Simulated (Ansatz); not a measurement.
Structure (in its standard cell), coordinates from a relaxation with DFT, PBE, plane waves (420 eV) with PAW, scalar-relativistic (Ansatz 0.2.0); the starting structure was generated, so it need not be a known form of this composition:

```yaml
crystal:
  lattice:
    - [1.76796, 0.00000, 0.00000]
    - [0.00000, 1.76796, 0.00000]
    - [0.00000, 0.00000, 1.76796]
  atoms:
    - { symbol: C, position: [0.00000, 0.00000, 0.00000] }
```

**What does the kinematic electron diffraction pattern along [001] look like at 200 kV (B = 0.3 Å²)?**

The spots form a square net with both shortest vectors at d = 1.77 Å, 90.0° apart. They are 1 0 0 and 0 1 0. The pattern has symmetry 4mm. No reflection of this zone is absent.

Strongest reflections with d > 0.80 Å, one of each family (|F|² from tabulated Gaussian fits of the electron scattering factors, times a small damping for the curvature of the Ewald sphere):

```json
{"hkl": "1 0 0", "d (Å)": "1.768", "I (strongest = 100)": "100"}
{"hkl": "1 1 0", "d (Å)": "1.250", "I (strongest = 100)": "34"}
{"hkl": "2 0 0", "d (Å)": "0.884", "I (strongest = 100)": "9"}
```

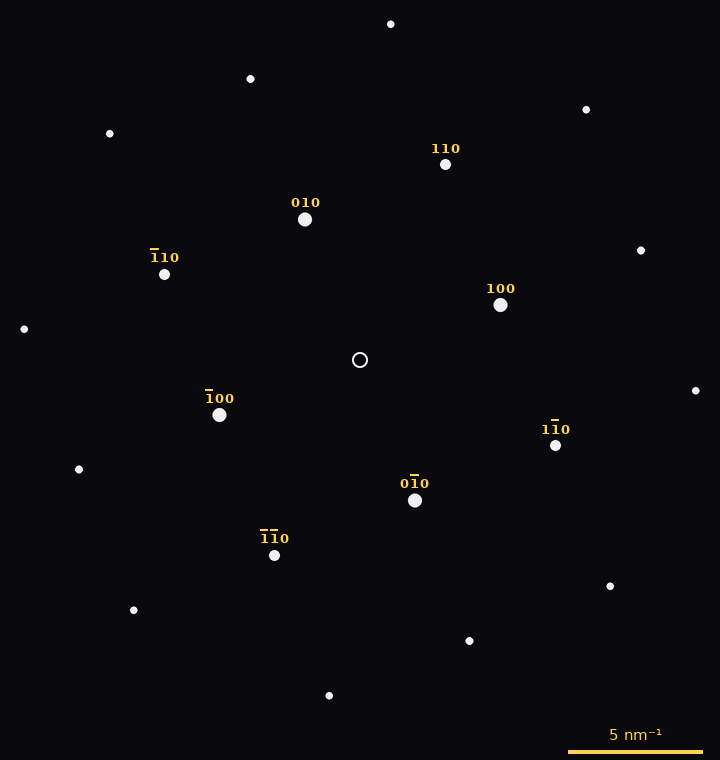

Calculated pattern, seen from the source side with [001] pointing towards the source.
